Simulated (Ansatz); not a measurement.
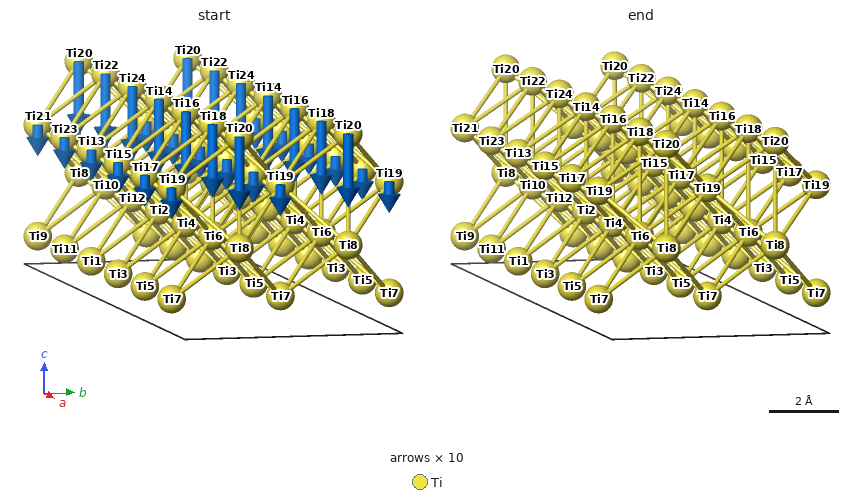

The structure of a slab of composition Ti (cut from the Im-3m phase) before (left) and after (right) a constrained relaxation, at one scale. The blue arrows give the displacements, 10 times their true length.

Style: ball-and-stick. Shown: the 1 × 2 repeat of the cell, outlined in the plane, without the vacuum (origin shifted), slightly off an axis.

Case: flat (0 0 1) slab. 12 atoms are held fixed.

The calculation used DFT PBE, scalar-relativistic, plane waves, PAW in Ansatz.

Input
```yaml
crystal:
  lattice:
    - [19.533033156, 0.0, 0.0]
    - [0.0, 3.255505526, 0.0]
    - [0.0, 0.0, 18.511011052]
  atoms:
    - { symbol: Ti, position: [0.0, 0.0, 0.081032851] }
    - { symbol: Ti, position: [0.0833333333, 0.5, 0.168967149] }
    - { symbol: Ti, position: [0.1666666667, 0.0, 0.081032851] }
    - { symbol: Ti, position: [0.25, 0.5, 0.168967149] }
    - { symbol: Ti, position: [0.3333333333, 0.0, 0.081032851] }
    - { symbol: Ti, position: [0.4166666667, 0.5, 0.168967149] }
    - { symbol: Ti, position: [0.5, 0.0, 0.081032851] }
    - { symbol: Ti, position: [0.5833333333, 0.5, 0.168967149] }
    - { symbol: Ti, position: [0.6666666667, 0.0, 0.081032851] }
    - { symbol: Ti, position: [0.75, 0.5, 0.168967149] }
    - { symbol: Ti, position: [0.8333333333, 0.0, 0.081032851] }
    - { symbol: Ti, position: [0.9166666667, 0.5, 0.168967149] }
    - { symbol: Ti, position: [0.0, 0.0, 0.2569014471] }
    - { symbol: Ti, position: [0.0833333333, 0.5, 0.3448357451] }
    - { symbol: Ti, position: [0.1666666667, 0.0, 0.2569014471] }
    - { symbol: Ti, position: [0.25, 0.5, 0.3448357451] }
    - { symbol: Ti, position: [0.3333333333, 0.0, 0.2569014471] }
    - { symbol: Ti, position: [0.4166666667, 0.5, 0.3448357451] }
    - { symbol: Ti, position: [0.5, 0.0, 0.2569014471] }
    - { symbol: Ti, position: [0.5833333333, 0.5, 0.3448357451] }
    - { symbol: Ti, position: [0.6666666667, 0.0, 0.2569014471] }
    - { symbol: Ti, position: [0.75, 0.5, 0.3448357451] }
    - { symbol: Ti, position: [0.8333333333, 0.0, 0.2569014471] }
    - { symbol: Ti, position: [0.9166666667, 0.5, 0.3448357451] }
basis:
  ecutwfc: 420
kpoints:
  mp_grid: { grid: [2, 10, 1] }
hamiltonian:
  xc: pbe
scf:
  occupations: { method: gaussian, width: 0.1 }
output:
  forces: true
  eigenvalues: true
  populations: true
  write_density: true
  write_potential: true
  elf: true
  volumetric_format: npy
relax:
  adjacent_minimum: "off"
  f_tol: 0.02
  max_steps: 45
  constraints: [{ sites: [0, 1, 2, 3, 4, 5, 6, 7, 8, 9, 10, 11] }]
efield:
  axis: 3
  dipole_correction: true
  ramp_width: 0.04
```

Run as
```bash
ansatz run input.yaml --threads 4 --pin off --max-ram 11264MiB --backend cpu --events-out ev --progress --plain --runs-dir out
```

Summarise the run.

Answer. The energy falls by 0.299 eV per cell of the calculation in 3 accepted moves (4 points after the start). The largest force component goes from 0.59 to 0.0094 eV/Å. 1 step only repeated the SCF at the same geometry. The largest moves, 0.22 Å, are those of Ti14, Ti16, Ti18, Ti20, Ti22 and Ti24. Ti14 goes along the normal (−c). The cell stays as it was. Some distances before and after: Ti10–Ti22 3.256 → 3.039 Å, Ti11–Ti23 3.256 → 3.163 Å, Ti13–Ti14 2.819 → 2.750 Å, Ti10–Ti21 2.819 → 2.767 Å. Among the angles between lasting bonds that change: Ti15–Ti16–Ti17 109.5° → 113.7°, Ti15–Ti16–Ti15 70.5° → 72.6°. Cost: 3.1 min on 4 threads of Intel(R) Xeon(R) 6975P-C (Granite Rapids) (shared host), peak memory 4.5 GiB.
